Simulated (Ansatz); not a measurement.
## Run report: Fe, single-point calculation (part 1 of 2)

The run: single-point calculation of Fe (slab, 6 atoms in the cell). Method and program: DFT LDA, scalar-relativistic, plane waves, PAW, spin-polarised (Ansatz 0.2.0).

The structure derives from a Materials Project entry. It belongs to a series of runs on one base structure; here: (1 1 0) slab cut from the bulk. Figures and captions count atoms from 1; the log counts them from 0 in places.

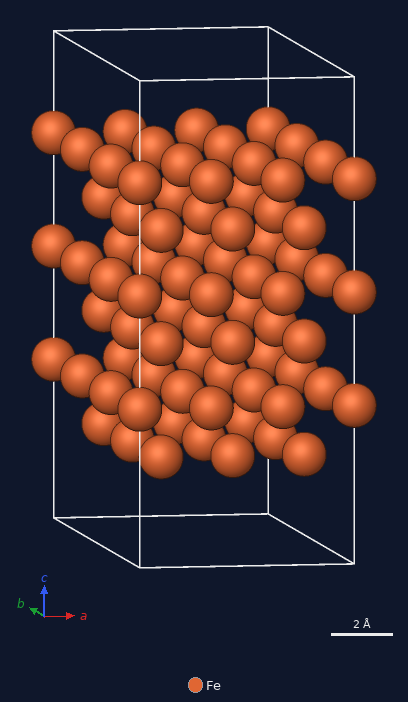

The input geometry (spheres-only view of the 3 × 3 repeat of the cell, with the vacuum cut short, seen slightly off an axis).

## Summary

| quantity | value |
| --- | --- |
| outcome | converged |
| electrons treated | 96 |
| free energy | −26517.5447 eV |
| work function, top face | 5.27 eV |
| work function, bottom face | 5.27 eV |
| Fermi energy | 6.903 eV |
| gap on the k-point mesh | none (metallic) |
| net moment of the cell | 12.64 μB |
| integrated absolute moment | 12.89 μB |
| work function (upper face) | 5.27 eV |
| largest force (length of the vector) | 0.162 eV/Å |
| hardware | 4 threads of Intel Xeon (Granite Rapids), 192 GiB of memory available, shared host |
| wall time | 2.2 min (CPU time 7.8 min) |
| peak memory | 2.8 GiB |

## Notes

The program warns: the state was not tested for a lower one; the exchange-correlation potential is rough where the density is thin.

## The input
```yaml
crystal:
  lattice:
    - [2.3821020009, 0.0, 0.0]
    - [-0.7940340003, 2.2458673044, 0.0]
    - [0.0, 0.0, 24.7248906959]
  atoms:
    - { symbol: Fe, position: [0.5, 0.5, 0.3033380447], spin: 2.19 }
    - { symbol: Fe, position: [0.0, 0.0, 0.3820028268], spin: 2.19 }
    - { symbol: Fe, position: [0.5, 0.5, 0.4606676089], spin: 2.19 }
    - { symbol: Fe, position: [0.0, 0.0, 0.5393323911], spin: 2.19 }
    - { symbol: Fe, position: [0.5, 0.5, 0.6179971732], spin: 2.19 }
    - { symbol: Fe, position: [0.0, 0.0, 0.6966619553], spin: 2.19 }
basis:
  ecutwfc: 420
kpoints:
  mp_grid: { grid: [15, 15, 1] }
hamiltonian:
  xc: lda
scf:
  occupations: { method: gaussian, width: 0.1 }
output:
  forces: true
  stress: true
  eigenvalues: true
  populations: true
  write_density: true
  write_potential: true
  elf: true
  volumetric_format: npy
magnetization:
  spin_polarized: true
efield:
  axis: 3
  dipole_correction: true
  ramp_width: 0.04
```

Run as:
```bash
ansatz run input.yaml --threads 4 --pin off --max-ram 8192MiB --backend cpu --events-out ev --progress --plain --runs-dir out
```

## What the program printed
```
Engine: ansatz 0.2.0, x86_64-unknown-linux-gnu
Pseudopotentials: kind: paw
Pseudopotential: Fe, paw, valence charge 16, recommended cutoff 420 eV (normal), Fe.paw.azcp
Functional definition: SPW92
  exchange = slater_x
  correlation = pw_c
Crystal: 6 atoms, lattice volume = 132.275 Å³
Basis set: ecut = 420 eV, 2521 PW (Γ)
Bands: 66, of which v1, the nominal top of the filled ones, is band 48 counted from 1 (47 counted from 0)
Symmetry: 4 space group operations
k-points: 64 of 225
Non-local potential: Fe, projectors of the file, l = 0: 3, l = 1: 2, l = 2: 3, l = 3: 1
PAW form: soft (Blöchl's): semilocal exchange-correlation on the pseudo side does not see the compensation charge
PAW frozen core: Fe, regenerated for the run's functional, and the local potential with it (the file was generated under x = pbe(κ = 0.804, μ = 0.2195149727645171), c = pbe(β = 0.06672455060314922))
PAW one-centre angular grid: Fe, 590 points (default); XC on 64 Gauss nodes
Initial density: superposition of atomic densities (neutral atoms: chi_scale 0, normalization atom)
Starting moments: Σ|m| = 13.14 μB on 6 of 6 sites
Initial wavefunctions: pseudopotential atomic-orbital guess
Functional: x = slater, c = lda
SCF iter   1: F=—  HF=-26517.501964 eV  |F-HF|=—  |Δ(HF+E_count)|=         —  Δρ=5.88e-2 (↑4.96e-2 ↓5.88e-2)  dr2=1.60e1  dr2_m=6.32e-1  M=11.891 μB ∫|m|=11.937 μB  β_m=1.00  ethr=3.10e-3  p=0.000 e·Å  D=3.22e-13 V/Å  ΔV_dip=-0.00 eV  dr2_dipole=1.06e-7  V_vac-E_F(+/−)=8.16/8.16 eV  ⟨swp⟩=10.3  Hψ=44223  notcnv=0  defer=135
Mixer restart at iter 1: flushing history
efield: sawtooth ramp at fractional position 0.9800 (placed from the atoms, in the widest stretch of the axis that holds none; the zero of the levels goes with the place), width 0.0400; the density the first Hamiltonian is built on has a dipole p = 0.000 e·Å; the dipole correction subtracts the counter field D = 3.22e-13 V/Å, which shifts the + side's vacuum level by -0.00 eV against the − side's; the planar-averaged density in the ramp window peaks in size at 3.7e-6 e/Å³
preconditioner: auto → LDOS  [metal: Δε(μ)=0.001 eV  Ē_g=7.152 eV  σ=0.100 eV  W_gap=0.00  n_scr=20 (ndim 8)  ℏωp=22.4 eV  f_vac=0.470  D(μ)=5.97/eV (n_scr^D=42)]
spin=Collinear: LDOS preconditioning applied to the charge; magnetization (m = ρ↑ − ρ↓) channel mixes plain (no charge-response kernel on spin).
SCF iter   2: F=—  HF=-26513.524842 eV  |F-HF|=—  |Δ(HF+E_count)|=    3.98e0  Δρ=1.87e-2 (↑1.78e-2 ↓1.87e-2)  dr2=1.27e0  dr2_m=3.22e-1  M=12.484 μB ∫|m|=12.663 μB  β_m=0.32  ethr=3.10e-3  p=-0.000 e·Å  D=-6.37e-6 V/Å  ΔV_dip=0.00 eV  dr2_dipole=9.45e-8  V_vac-E_F(+/−)=6.99/6.99 eV  ⟨swp⟩=3.7  Hψ=20639  notcnv=0  defer=720
density mixer auto → msr1: a metal under ldos (density of states about μ 3.13 of a free-electron gas's, 20 screened modes)
SCF iter   3: F=—  HF=-26515.259070 eV  |F-HF|=—  |Δ(HF+E_count)|=    1.73e0  Δρ=1.36e-2 (↑1.36e-2 ↓1.13e-2)  dr2=1.87e-1  dr2_m=1.61e-1  M=12.443 μB ∫|m|=12.662 μB  β_m=0.53  ethr=1.32e-3  p=-0.000 e·Å  D=-9.16e-6 V/Å  ΔV_dip=0.00 eV  dr2_dipole=9.63e-10  V_vac-E_F(+/−)=6.37/6.37 eV  ⟨swp⟩=2.8  Hψ=12340  notcnv=0  defer=716
SCF iter   4: F=—  HF=-26517.147773 eV  |F-HF|=—  |Δ(HF+E_count)|=    1.89e0  Δρ=1.01e-2 (↑1.01e-2 ↓4.27e-3)  dr2=7.32e-2  dr2_m=5.47e-2  M=12.605 μB ∫|m|=12.844 μB  β_m=0.77  ethr=1.94e-4  p=-0.000 e·Å  D=-4.08e-6 V/Å  ΔV_dip=0.00 eV  dr2_dipole=5.52e-10  V_vac-E_F(+/−)=5.68/5.68 eV  ⟨swp⟩=3.2  Hψ=18082  notcnv=0  defer=717
SCF iter   5: F=—  HF=-26517.548132 eV  |F-HF|=—  |Δ(HF+E_count)|=   4.00e-1  Δρ=4.49e-3 (↑4.49e-3 ↓1.63e-3)  dr2=3.38e-2  dr2_m=3.57e-3  M=12.674 μB ∫|m|=12.917 μB  β_m=0.73  ethr=7.63e-5  p=-0.000 e·Å  D=-4.94e-6 V/Å  ΔV_dip=0.00 eV  dr2_dipole=2.23e-9  V_vac-E_F(+/−)=5.40/5.40 eV  ⟨swp⟩=3.1  Hψ=17611  notcnv=0  defer=717
SCF iter   6: F=—  HF=-26517.545493 eV  |F-HF|=—  |Δ(HF+E_count)|=   2.64e-3  Δρ=2.34e-3 (↑2.34e-3 ↓5.93e-4)  dr2=1.10e-2  dr2_m=1.67e-3  M=12.672 μB ∫|m|=12.913 μB  β_m=0.69  ethr=3.52e-5  p=0.000 e·Å  D=3.11e-6 V/Å  ΔV_dip=-0.00 eV  dr2_dipole=1.23e-8  V_vac-E_F(+/−)=5.38/5.38 eV  ⟨swp⟩=2.7  Hψ=16141  notcnv=0  defer=719
SCF iter   7: F=—  HF=-26517.544903 eV  |F-HF|=—  |Δ(HF+E_count)|=   5.90e-4  Δρ=5.32e-4 (↑5.32e-4 ↓3.86e-4)  dr2=1.02e-3  dr2_m=4.52e-5  M=12.638 μB ∫|m|=12.884 μB  β_m=0.58  ethr=1.15e-5  p=-0.000 e·Å  D=-3.96e-7 V/Å  ΔV_dip=0.00 eV  dr2_dipole=1.05e-9  V_vac-E_F(+/−)=5.32/5.32 eV  ⟨swp⟩=2.4  Hψ=13929  notcnv=0  defer=719
SCF iter   8: F=—  HF=-26517.544686 eV  |F-HF|=—  |Δ(HF+E_count)|=   2.17e-4  Δρ=3.03e-4 (↑3.03e-4 ↓1.05e-4)  dr2=1.52e-4  dr2_m=2.95e-5  M=12.639 μB ∫|m|=12.885 μB  β_m=0.61  ethr=1.06e-6  p=-0.000 e·Å  D=-5.77e-7 V/Å  ΔV_dip=0.00 eV  dr2_dipole=7.53e-9  V_vac-E_F(+/−)=5.31/5.31 eV  ⟨swp⟩=2.7  Hψ=13137  notcnv=0  defer=719
SCF iter   9: F=—  HF=-26517.544669 eV  |F-HF|=—  |Δ(HF+E_count)|=   1.74e-5  Δρ=6.08e-5 (↑5.04e-5 ↓6.08e-5)  dr2=3.48e-5  dr2_m=1.86e-6  M=12.640 μB ∫|m|=12.887 μB  β_m=0.71  ethr=1.58e-7  p=-0.000 e·Å  D=-2.08e-7 V/Å  ΔV_dip=0.00 eV  dr2_dipole=2.93e-9  V_vac-E_F(+/−)=5.29/5.29 eV  ⟨swp⟩=2.4  Hψ=12276  notcnv=0  defer=719
SCF iter  10: F=—  HF=-26517.544667 eV  |F-HF|=—  |Δ(HF+E_count)|=   2.41e-6  Δρ=3.15e-5 (↑2.53e-5 ↓3.15e-5)  dr2=1.45e-6  dr2_m=8.45e-7  M=12.638 μB ∫|m|=12.885 μB  β_m=0.84  ethr=3.62e-8  p=-0.000 e·Å  D=-4.56e-7 V/Å  ΔV_dip=0.00 eV  dr2_dipole=3.16e-10  V_vac-E_F(+/−)=5.28/5.28 eV  ⟨swp⟩=1.9  Hψ=10525  notcnv=0  defer=719
SCF iter  11: F=—  HF=-26517.544667 eV  |F-HF|=—  |Δ(HF+E_count)|=   8.36e-7  Δρ=2.32e-5 (↑2.32e-5 ↓1.10e-5)  dr2=1.45e-6  dr2_m=9.51e-8  M=12.638 μB ∫|m|=12.885 μB  β_m=0.68  ethr=1.51e-9  p=0.000 e·Å  D=7.10e-7 V/Å  ΔV_dip=-0.00 eV  dr2_dipole=4.79e-11  V_vac-E_F(+/−)=5.28/5.28 eV  ⟨swp⟩=3.0  Hψ=15561  notcnv=0  defer=719
SCF iter  12: F=—  HF=-26517.544667 eV  |F-HF|=—  |Δ(HF+E_count)|=   3.72e-7  Δρ=6.65e-6 (↑6.65e-6 ↓3.74e-6)  dr2=2.89e-7  dr2_m=6.43e-9  M=12.638 μB ∫|m|=12.885 μB  β_m=0.64  ethr=1.51e-9  p=-0.000 e·Å  D=-3.77e-7 V/Å  ΔV_dip=0.00 eV  dr2_dipole=1.26e-10  V_vac-E_F(+/−)=5.27/5.27 eV  ⟨swp⟩=2.2  Hψ=12600  notcnv=0  defer=719
SCF iter  13: F=—  HF=-26517.544667 eV  |F-HF|=—  |Δ(HF+E_count)|=   1.41e-8  Δρ=2.73e-6 (↑2.73e-6 ↓1.50e-6)  dr2=1.17e-8  dr2_m=2.66e-9  M=12.638 μB ∫|m|=12.885 μB  β_m=0.71  ethr=3.01e-10  p=0.000 e·Å  D=6.96e-8 V/Å  ΔV_dip=-0.00 eV  dr2_dipole=9.05e-11  V_vac-E_F(+/−)=5.27/5.27 eV  ⟨swp⟩=2.0  Hψ=11187  notcnv=0  defer=719
iter 14 did not close the SCF: its close was put off for the exchange–correlation potential of the local minority spin (scf_convergence_deferred on its scf_iter line)
SCF iter  14: F=-26517.544667 eV  HF=-26517.544667 eV  |F-HF|=4.72e-8  |Δ(HF+E_count)|=   2.80e-9  Δρ=1.75e-6 (↑1.75e-6 ↓1.26e-6)  dr2=4.76e-8  dr2_m=4.19e-10  M=12.638 μB ∫|m|=12.885 μB  β_m=0.57  ethr=1.21e-11  p=-0.000 e·Å  D=-1.06e-7 V/Å  ΔV_dip=0.00 eV  dr2_dipole=8.23e-11  V_vac-E_F(+/−)=5.27/5.27 eV  ⟨swp⟩=18.6  Hψ=76556  notcnv=0
iter 15 met the thresholds in force, and the SCF goes on: an eigenvalue changes by 14.31 meV, over its tolerance of 1.00 meV (output.eigenvalues, Limitations)
SCF iter  15: F=-26517.544667 eV  HF=-26517.544667 eV  |F-HF|=1.06e-8  |Δ(HF+E_count)|=   4.21e-8  Δρ=8.02e-7 (↑8.02e-7 ↓7.20e-7)  dr2=1.00e-8  dr2_m=7.62e-11  M=12.638 μB ∫|m|=12.885 μB  β_m=0.57  ethr=1.21e-11  p=0.000 e·Å  D=9.28e-8 V/Å  ΔV_dip=-0.00 eV  dr2_dipole=7.27e-10  V_vac-E_F(+/−)=5.27/5.27 eV  ⟨swp⟩=9.6  Hψ=55917  notcnv=0
iter 16 met the thresholds in force, and the SCF goes on: an eigenvalue changes by 5.74 meV, over its tolerance of 1.00 meV (output.eigenvalues, Limitations)
SCF iter  16: F=-26517.544667 eV  HF=-26517.544667 eV  |F-HF|=1.98e-9  |Δ(HF+E_count)|=  4.37e-11  Δρ=3.36e-7 (↑3.32e-7 ↓3.36e-7)  dr2=1.85e-9  dr2_m=2.16e-11  M=12.638 μB ∫|m|=12.885 μB  β_m=1.00  ethr=1.04e-11  p=0.000 e·Å  D=3.23e-8 V/Å  ΔV_dip=-0.00 eV  dr2_dipole=1.69e-10  V_vac-E_F(+/−)=5.27/5.27 eV  ⟨swp⟩=7.2  Hψ=46525  notcnv=0
Mixer restart at iter 16: flushing history
SCF iter  17: F=-26517.544666 eV  HF=-26517.544667 eV  |F-HF|=1.24e-6  |Δ(HF+E_count)|=   1.28e-8  Δρ=2.09e-6 (↑2.09e-6 ↓1.72e-6)  dr2=7.05e-7  dr2_m=1.16e-9  M=12.638 μB ∫|m|=12.885 μB  β_m=1.00  ethr=1.93e-12  p=-0.000 e·Å  D=-1.48e-5 V/Å  ΔV_dip=0.00 eV  dr2_dipole=5.50e-7  V_vac-E_F(+/−)=5.27/5.27 eV  ⟨swp⟩=2.1  Hψ=11526  notcnv=0  κ⁻¹=1.0e0(r=1)
SCF iter  18: F=-26517.544667 eV  HF=-26517.544667 eV  |F-HF|=1.16e-8  |Δ(HF+E_count)|=   1.21e-8  Δρ=5.95e-7 (↑5.95e-7 ↓2.99e-7)  dr2=7.79e-9  dr2_m=7.96e-11  M=12.638 μB ∫|m|=12.885 μB  β_m=1.00  ethr=1.93e-12  p=0.000 e·Å  D=2.69e-6 V/Å  ΔV_dip=-0.00 eV  dr2_dipole=3.86e-9  V_vac-E_F(+/−)=5.27/5.27 eV  ⟨swp⟩=2.1  Hψ=11346  notcnv=0  κ⁻¹=1.4e-3(r=2)
iter 19 met the thresholds in force, and the SCF goes on: an eigenvalue changes by 5.19 meV, over its tolerance of 1.00 meV (output.eigenvalues, Limitations)
SCF iter  19: F=-26517.544667 eV  HF=-26517.544667 eV  |F-HF|=5.07e-8  |Δ(HF+E_count)|=  3.31e-10  Δρ=1.34e-6 (↑1.34e-6 ↓7.04e-7)  dr2=3.59e-8  dr2_m=1.42e-10  M=12.638 μB ∫|m|=12.885 μB  β_m=1.00  ethr=1.93e-12  p=0.000 e·Å  D=1.06e-7 V/Å  ΔV_dip=-0.00 eV  dr2_dipole=1.48e-8  V_vac-E_F(+/−)=5.27/5.27 eV  ⟨swp⟩=7.7  Hψ=49784  notcnv=0  κ⁻¹=9.2e-5(r=3)
iter 20 met the thresholds in force, and the SCF goes on: an eigenvalue changes by 27.00 meV, over its tolerance of 1.00 meV (output.eigenvalues, Limitations)
SCF iter  20: F=-26517.544667 eV  HF=-26517.544667 eV  |F-HF|=2.68e-8  |Δ(HF+E_count)|=  1.02e-10  Δρ=1.11e-6 (↑1.11e-6 ↓9.63e-7)  dr2=2.67e-8  dr2_m=4.46e-11  M=12.638 μB ∫|m|=12.885 μB  β_m=1.00  ethr=1.93e-12  p=-0.000 e·Å  D=-5.52e-7 V/Å  ΔV_dip=0.00 eV  dr2_dipole=1.27e-10  V_vac-E_F(+/−)=5.27/5.27 eV  ⟨swp⟩=7.0  Hψ=45282  notcnv=0  κ⁻¹=3.0e-5(r=4)
iter 21 met the thresholds in force, and the SCF goes on: an eigenvalue changes by 6.30 meV, over its tolerance of 1.00 meV (output.eigenvalues, Limitations)
SCF iter  21: F=-26517.544667 eV  HF=-26517.544667 eV  |F-HF|=5.14e-9  |Δ(HF+E_count)|=  3.27e-10  Δρ=3.31e-7 (↑3.31e-7 ↓3.15e-7)  dr2=3.80e-9  dr2_m=7.98e-12  M=12.638 μB ∫|m|=12.885 μB  β_m=1.00  ethr=1.93e-12  p=-0.000 e·Å  D=-2.00e-7 V/Å  ΔV_dip=0.00 eV  dr2_dipole=1.31e-9  V_vac-E_F(+/−)=5.27/5.27 eV  ⟨swp⟩=6.5  Hψ=42601  notcnv=0  κ⁻¹=4.8e-6(r=5)
iter 22 met the thresholds in force, and the SCF goes on: an eigenvalue changes by 14.54 meV, over its tolerance of 1.00 meV (output.eigenvalues, Limitations)
SCF iter  22: F=-26517.544667 eV  HF=-26517.544667 eV  |F-HF|=1.70e-8  |Δ(HF+E_count)|=  6.55e-11  Δρ=8.15e-7 (↑8.15e-7 ↓6.25e-7)  dr2=1.49e-8  dr2_m=3.10e-11  M=12.638 μB ∫|m|=12.885 μB  β_m=1.00  ethr=1.93e-12  p=0.000 e·Å  D=2.33e-7 V/Å  ΔV_dip=-0.00 eV  dr2_dipole=2.14e-9  V_vac-E_F(+/−)=5.27/5.27 eV  ⟨swp⟩=6.2  Hψ=40555  notcnv=0  κ⁻¹=1.2e-6(r=6)
iter 23 met the thresholds in force, and the SCF goes on: an eigenvalue changes by 10.24 meV, over its tolerance of 1.00 meV (output.eigenvalues, Limitations)
SCF iter  23: F=-26517.544667 eV  HF=-26517.544667 eV  |F-HF|=1.14e-8  |Δ(HF+E_count)|=  8.73e-11  Δρ=5.92e-7 (↑5.92e-7 ↓4.33e-7)  dr2=8.88e-9  dr2_m=1.87e-11  M=12.638 μB ∫|m|=12.885 μB  β_m=1.00  ethr=1.93e-12  p=0.000 e·Å  D=7.89e-8 V/Å  ΔV_dip=-0.00 eV  dr2_dipole=2.53e-9  V_vac-E_F(+/−)=5.27/5.27 eV  ⟨swp⟩=5.9  Hψ=38973  notcnv=0  κ⁻¹=5.5e-7(r=7)
iter 24 met the thresholds in force, and the SCF goes on: an eigenvalue changes by 8.77 meV, over its tolerance of 1.00 meV (output.eigenvalues, Limitations)
SCF iter  24: F=-26517.544667 eV  HF=-26517.544667 eV  |F-HF|=6.73e-9  |Δ(HF+E_count)|=  8.00e-11  Δρ=4.94e-7 (↑4.94e-7 ↓3.72e-7)  dr2=5.58e-9  dr2_m=1.29e-11  M=12.638 μB ∫|m|=12.885 μB  β_m=1.00  ethr=1.93e-12  p=0.000 e·Å  D=4.43e-9 V/Å  ΔV_dip=-0.00 eV  dr2_dipole=1.18e-9  V_vac-E_F(+/−)=5.27/5.27 eV  ⟨swp⟩=5.1  Hψ=34800  notcnv=0  κ⁻¹=7.6e-8(r=8)
iter 25 met the thresholds in force, and the SCF goes on: an eigenvalue changes by 7.37 meV, over its tolerance of 1.00 meV (output.eigenvalues, Limitations)
SCF iter  25: F=-26517.544667 eV  HF=-26517.544667 eV  |F-HF|=4.43e-9  |Δ(HF+E_count)|=  3.64e-11  Δρ=4.03e-7 (↑4.03e-7 ↓3.07e-7)  dr2=3.73e-9  dr2_m=8.33e-12  M=12.638 μB ∫|m|=12.885 μB  β_m=1.00  ethr=1.93e-12  p=0.000 e·Å  D=9.51e-9 V/Å  ΔV_dip=-0.00 eV  dr2_dipole=7.63e-10  V_vac-E_F(+/−)=5.27/5.27 eV  ⟨swp⟩=4.3  Hψ=30779  notcnv=0  κ⁻¹=4.6e-8(r=8)
iter 26 met the thresholds in force, and the SCF goes on: an eigenvalue changes by 4.88 meV, over its tolerance of 1.00 meV (output.eigenvalues, Limitations)
SCF iter  26: F=-26517.544667 eV  HF=-26517.544667 eV  |F-HF|=2.04e-9  |Δ(HF+E_count)|=  4.37e-11  Δρ=2.57e-7 (↑2.57e-7 ↓2.14e-7)  dr2=1.63e-9  dr2_m=3.83e-12  M=12.638 μB ∫|m|=12.885 μB  β_m=1.00  ethr=1.93e-12  p=0.000 e·Å  D=1.20e-8 V/Å  ΔV_dip=-0.00 eV  dr2_dipole=3.41e-10  V_vac-E_F(+/−)=5.27/5.27 eV  ⟨swp⟩=4.9  Hψ=34522  notcnv=0  κ⁻¹=3.3e-6(r=8)
iter 27 met the thresholds in force, and the SCF goes on: an eigenvalue changes by 5.17 meV, over its tolerance of 1.00 meV (output.eigenvalues, Limitations)
SCF iter  27: F=-26517.544667 eV  HF=-26517.544667 eV  |F-HF|=2.05e-9  |Δ(HF+E_count)|=  3.64e-11  Δρ=2.66e-7 (↑2.66e-7 ↓2.15e-7)  dr2=1.68e-9  dr2_m=3.86e-12  M=12.638 μB ∫|m|=12.885 μB  β_m=1.00  ethr=1.70e-12  p=0.000 e·Å  D=1.87e-8 V/Å  ΔV_dip=-0.00 eV  dr2_dipole=3.12e-10  V_vac-E_F(+/−)=5.27/5.27 eV  ⟨swp⟩=4.1  Hψ=30376  notcnv=0  κ⁻¹=9.1e-6(r=8)
iter 28 met the thresholds in force, and the SCF goes on: an eigenvalue changes by 5.50 meV, over its tolerance of 1.00 meV (output.eigenvalues, Limitations)
SCF iter  28: F=-26517.544667 eV  HF=-26517.544667 eV  |F-HF|=2.15e-9  |Δ(HF+E_count)|=  1.82e-11  Δρ=2.81e-7 (↑2.81e-7 ↓2.23e-7)  dr2=1.85e-9  dr2_m=3.96e-12  M=12.638 μB ∫|m|=12.885 μB  β_m=1.00  ethr=1.70e-12  p=0.000 e·Å  D=6.88e-9 V/Å  ΔV_dip=-0.00 eV  dr2_dipole=3.29e-10  V_vac-E_F(+/−)=5.27/5.27 eV  ⟨swp⟩=3.2  Hψ=27487  notcnv=0  κ⁻¹=7.7e-6(r=8)
iter 29 met the thresholds in force, and the SCF goes on: an eigenvalue changes by 5.82 meV, over its tolerance of 1.00 meV (output.eigenvalues, Limitations)
SCF iter  29: F=-26517.544667 eV  HF=-26517.544667 eV  |F-HF|=2.30e-9  |Δ(HF+E_count)|=  6.18e-11  Δρ=2.95e-7 (↑2.95e-7 ↓2.35e-7)  dr2=2.00e-9  dr2_m=4.22e-12  M=12.638 μB ∫|m|=12.885 μB  β_m=1.00  ethr=1.70e-12  p=0.000 e·Å  D=9.58e-9 V/Å  ΔV_dip=-0.00 eV  dr2_dipole=3.39e-10  V_vac-E_F(+/−)=5.27/5.27 eV  ⟨swp⟩=3.2  Hψ=26759  notcnv=0  κ⁻¹=8.1e-6(r=8)
iter 30 met the thresholds in force, and the SCF goes on: an eigenvalue changes by 5.01 meV, over its tolerance of 1.00 meV (output.eigenvalues, Limitations)
SCF iter  30: F=-26517.544667 eV  HF=-26517.544667 eV  |F-HF|=1.47e-9  |Δ(HF+E_count)|=  7.28e-11  Δρ=2.49e-7 (↑2.49e-7 ↓2.04e-7)  dr2=1.49e-9  dr2_m=3.27e-12  M=12.638 μB ∫|m|=12.885 μB  β_m=1.00  ethr=1.70e-12  p=0.000 e·Å  D=8.16e-9 V/Å  ΔV_dip=-0.00 eV  dr2_dipole=2.55e-10  V_vac-E_F(+/−)=5.27/5.27 eV  ⟨swp⟩=3.9  Hψ=28808  notcnv=0  κ⁻¹=5.1e-6(r=8)
iter 31 met the thresholds in force, and the SCF goes on: an eigenvalue changes by 5.26 meV, over its tolerance of 1.00 meV (output.eigenvalues, Limitations)
```
